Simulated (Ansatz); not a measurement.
## Electronic structure of Zn$_{2}$Sn$_{5}$N in real space

Input

```
crystal:
  lattice:
    - [3.191661258, 0.0, 0.0303056221]
    - [0.0, 3.4097956903, 0.0]
    - [0.1386018306, 0.0, 17.3837958074]
  atoms:
    - { symbol: Zn, position: [0.8832497293, 0.5, 0.4461730679] }
    - { symbol: Zn, position: [0.3676704347, 0.0, 0.5601944505] }
    - { symbol: Sn, position: [0.2691633702, 0.0, 0.8440969515] }
    - { symbol: Sn, position: [0.3064232933, 0.0, 0.1551511094] }
    - { symbol: Sn, position: [0.3869480132, 0.5, 0.3049476208] }
    - { symbol: Sn, position: [0.4090617991, 0.5, 0.6935479298] }
    - { symbol: Sn, position: [0.5030769429, 0.5, -0.0012914733] }
    - { symbol: "N", position: [0.8744064173, 0.0, 0.4971803434] }
basis:
  ecutwfc: 420
kpoints:
  mp_grid: { grid: [10, 10, 2] }
hamiltonian:
  xc: pbe
scf:
  occupations: { method: gaussian, width: 0.1 }
output:
  forces: true
  stress: true
  eigenvalues: true
  write_density: true
  write_potential: true
  elf: true
  volumetric_format: npy
relax:
  adjacent_minimum: "off"
  f_tol: 0.001
  max_steps: 60
  cell: { stress_tol: 0.01 }
```

Command:

```sh
ansatz run input.yaml --threads 3 --pin off --max-ram 7680MiB --backend cpu --events-out ev --progress --plain --runs-dir out
```

Below, planes, directions and counts refer to the conventional cell (a = 3.19 Å, b = 3.41 Å, c = 17.36 Å, α = 90.00°, β = 91.05°, γ = 90.00°).

The fields are those of the run's last geometry, not of the input's.

Space group Pm; a generated structure, not necessarily the stable one; computed without spin polarisation.

Method: DFT PBE, scalar-relativistic, plane waves, PAW (Ansatz 0.2.0).

The density is the valence pseudo-density of a PAW calculation; it isn't the true density close to the nuclei.

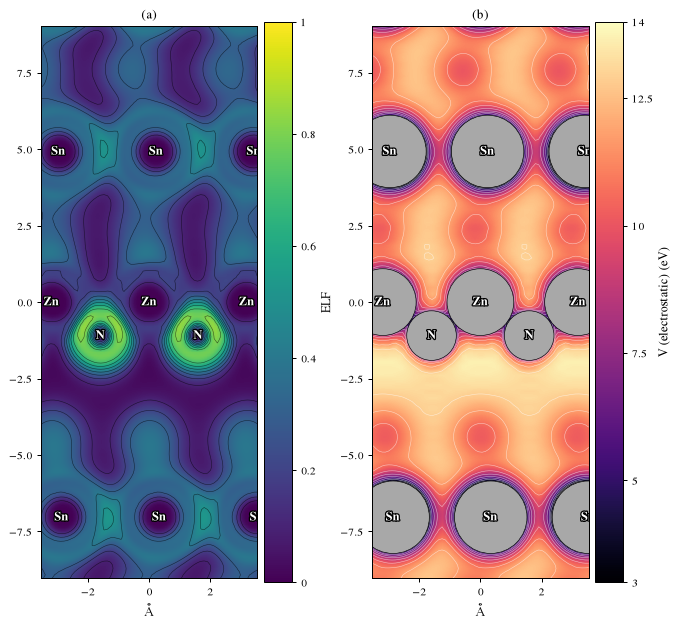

Figure 1. (a) electron localisation function; (b) electrostatic potential (local pseudopotential plus Hartree) felt by an electron on the (010) plane of the conventional cell. Grey discs cover the atomic cores in the potential map.

What do the fields say about this system?

- The plane passes through Zn, Sn and N nuclei.
- Zn–N (1.93 Å): the ELF peaks at about 0.85 in the valence shell of N, 0.6 Å from its nucleus, and is about 0.40 at the midpoint.
- Outside the cores the potential energy rises away from the atoms and is highest about 1.8 Å from the nearest atoms; its zero is arbitrary.

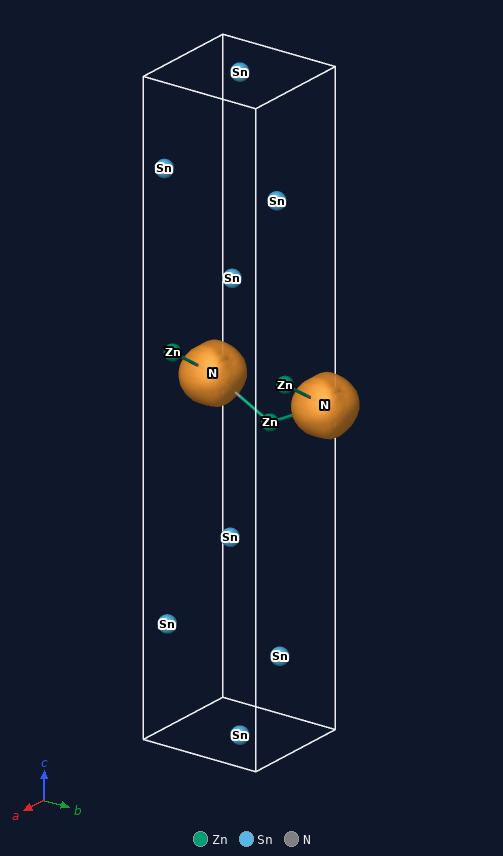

Figure 2. Isosurface of the electron localisation function at 0.75 (orange), seen at an oblique angle. Core shells and regions of very low density are left out. Sticks mark near contacts.

What do the ELF domains correspond to?

The ELF exceeds this value in one region wrapped around N (its valence shell), counted in one cell of 8 atoms. Any copies at cell faces, edges or corners count once. Profiles from the grid: Zn–N (1.92 Å): the ELF peaks at about 0.85 in the valence shell of N, 0.6 Å from its nucleus, and is about 0.40 at the midpoint. Zn–Sn (2.88 Å): the ELF is about 0.45 at the midpoint.

Does the calculation give a band gap?

It is metallic or semimetallic at this level of theory: no gap opens.
